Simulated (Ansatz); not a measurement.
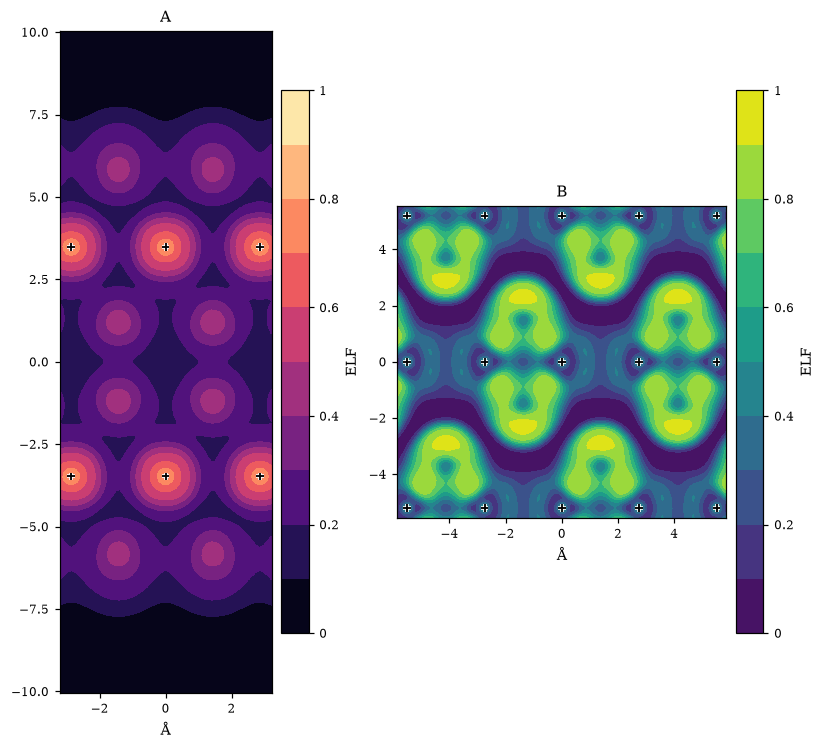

The electron localisation function of 2 systems, each on a plane through atoms (crosses mark nuclei in the plane).

These are results of DFT LDA, scalar-relativistic, plane waves, PAW in Ansatz, not measurements.

System 1: Au (slab), the (010) plane of the calculation cell, a cut from vacuum to vacuum. 

```xyz
6
Lattice="2.8626 0.0000 0.0000 -1.4313 2.4791 0.0000 0.0000 0.0000 26.6864" Properties=species:S:1:pos:R:3 pbc="T T T"
Au    1.4313    0.8263    7.5055
Au    0.0000    1.6527    9.8630
Au    0.0000    0.0000   12.1821
Au    1.4313    0.8263   14.5043
Au    0.0000    1.6527   16.8234
Au    0.0000    0.0000   19.1808
```

System 2: SiS₂, the (110) plane of the conventional cell. Space group Ibam.

```cif
data_structure
_symmetry_space_group_name_H-M 'P 1'
_symmetry_Int_Tables_number 1
_cell_length_a 5.7041
_cell_length_b 8.7050
_cell_length_c 5.5041
_cell_angle_alpha 90.000
_cell_angle_beta 90.000
_cell_angle_gamma 90.000
_cell_volume 273.30
loop_
_atom_site_label
_atom_site_type_symbol
_atom_site_fract_x
_atom_site_fract_y
_atom_site_fract_z
_atom_site_occupancy
Si1 Si 0.00000 0.00000 0.75000 1
Si2 Si 0.50000 0.50000 0.25000 1
Si3 Si 0.00000 0.00000 0.25000 1
Si4 Si 0.50000 0.50000 0.75000 1
S1 S 0.20872 0.12690 0.00000 1
S2 S 0.70872 0.62690 0.50000 1
S3 S 0.29128 0.37310 0.50000 1
S4 S 0.79128 0.87310 0.00000 1
S5 S 0.29128 0.62690 0.00000 1
S6 S 0.79128 0.12690 0.50000 1
S7 S 0.70872 0.37310 0.00000 1
S8 S 0.20872 0.87310 0.50000 1
```

### Match each panel to its system.

Panel A is system 1, Au: the plane holds Au. Au–Au (2.86 Å): the ELF is about 0.20 at the midpoint (no shared electron pair shows on this line). Panel B is system 2, SiS₂: the plane holds Si.
